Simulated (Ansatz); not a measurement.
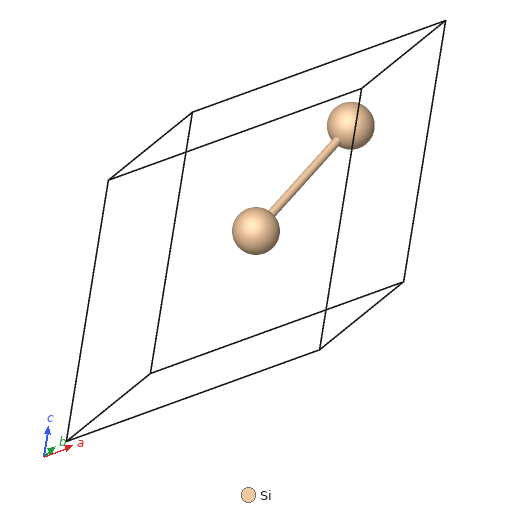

System: Si, space group Fd-3m (No. 227). The picture shows the cell.

Starting cell:
```xyz
2
Lattice="0.0000 2.7155 2.7155 2.7155 0.0000 2.7155 2.7155 2.7155 0.0000" Properties=species:S:1:pos:R:3 pbc="T T T"
Si    2.7155    2.7155    2.7155
Si    4.0732    4.0732    4.0732
```

How it was computed, with Ansatz 0.2.0: deformation of a crystal at fixed volume, lengths along the axis scaled against those across it, fractional coordinates fixed, by plane-wave density functional theory with PAW datasets, free energies less that of the undisturbed cell; scalar-relativistic. Level: PBE, no spin polarisation.

wave cutoff 420 eV; k mesh 10×10×10; occupations Gaussian; smearing width 0.05 eV; k shift (0, 0, 0) (mesh steps); start as given; path tetragonal; axis direction (0, 0, 1) (Cartesian unit vector).

Predict the energy change against relative axial ratio. The relative axial ratio takes the values 0.650, 0.707, 0.780, 0.850, 0.920, 0.960, 1.000, 1.050, 1.100, 1.200, 1.300, 1.414, 1.500.

The energy change is 355 meV/atom at relative axial ratio 0.650 and 632 meV/atom at 1.500; the lowest computed point is at relative axial ratio 1.000 (0 meV/atom).

```
axial ratio relative to the start  energy change (meV/atom)
                            0.650                       355
                            0.707                       265
                            0.780                       163
                            0.850                        83
                            0.920                        25
                            0.960                         6
                            1.000                         0
                            1.050                        10
                            1.100                        40
                            1.200                       157
                            1.300                       329
                            1.414                       524
                            1.500                       632
```

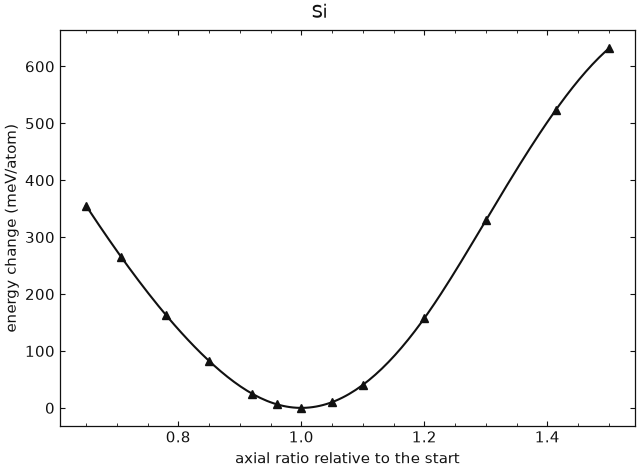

Caveats: gap closes along the scan on a mesh chosen for the insulator; reference crystal is not relaxed.
